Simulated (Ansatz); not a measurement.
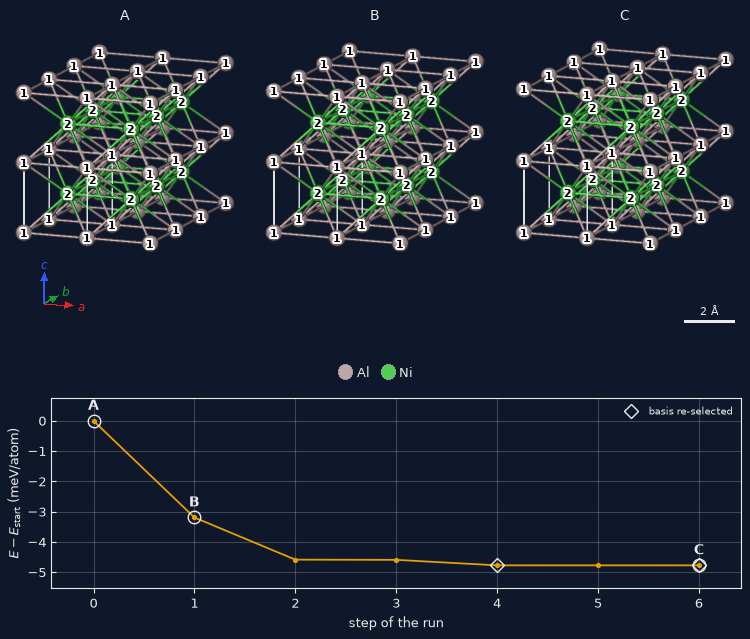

Frames of a relaxation of solid AlNi (set up in P4/mmm), marked on the history of the run. A ball-and-stick model of the cell of the calculation, repeated 2 × 3 × 2 with one cell outlined, seen slightly off an axis.

Case: biaxial strain in the a-b plane of -3.0 %; c and atoms relaxed.

Computed with Ansatz 0.2.0, DFT r2SCAN, scalar-relativistic, plane waves, PAW. Settings: plane-wave cutoff 500 eV; k-point mesh 18 × 18 × 18; occupations gaussian; smearing width 0.1 eV; no spin polarisation; cell relaxed at fixed a, b, gamma; force threshold 0.008 eV/Å; at most 40 steps.

> Describe the path.

The atoms keep their places relative to the cell (all moves are under 0.005 Å). Cell: a = b unchanged at 2.774 Å, c 2.922 → 2.995 Å (+2.5 %). Volume +2.5 %. Near-neighbour distances that change, for instance: Al1–Ni2 2.446 → 2.468 Å. The space group stays P4/mmm (No. 123). The energy falls by 4.8 meV per atom in 4 accepted moves (6 points after the start). All forces vanish by symmetry, so only the cell relaxes. Pressure: 8.48 GPa at the start and 3.65 GPa at the end. At 2 points the geometry stayed and the basis and grid were re-selected for the new cell (energy shift of 0.2 meV per atom at most each time). Cost: 2.4 min on 1 thread of Intel(R) Xeon(R) Processor @ 2.70GHz, with other jobs on the host, peak memory 0.61 GiB. From step 0 to 1: volume +1.1 %, energy −3.2 meV per atom. From step 1 to 6: volume +1.4 %, energy −1.6 meV per atom.

```csv
step,"E − E(0), meV/atom","pressure, GPa","volume, Å³/atom",note
0,0.00,8.48,11.242,
1,-3.19,6.31,11.364,
2,-4.58,3.92,11.508,
3,-4.59,3.66,11.524,
4,-4.77,3.68,11.524,"same geometry, new basis"
5,-4.77,3.65,11.526,
6,-4.77,3.65,11.526,"same geometry, new basis"
```

Limits of the set-up: an element that often carries a moment was run without spin polarisation.
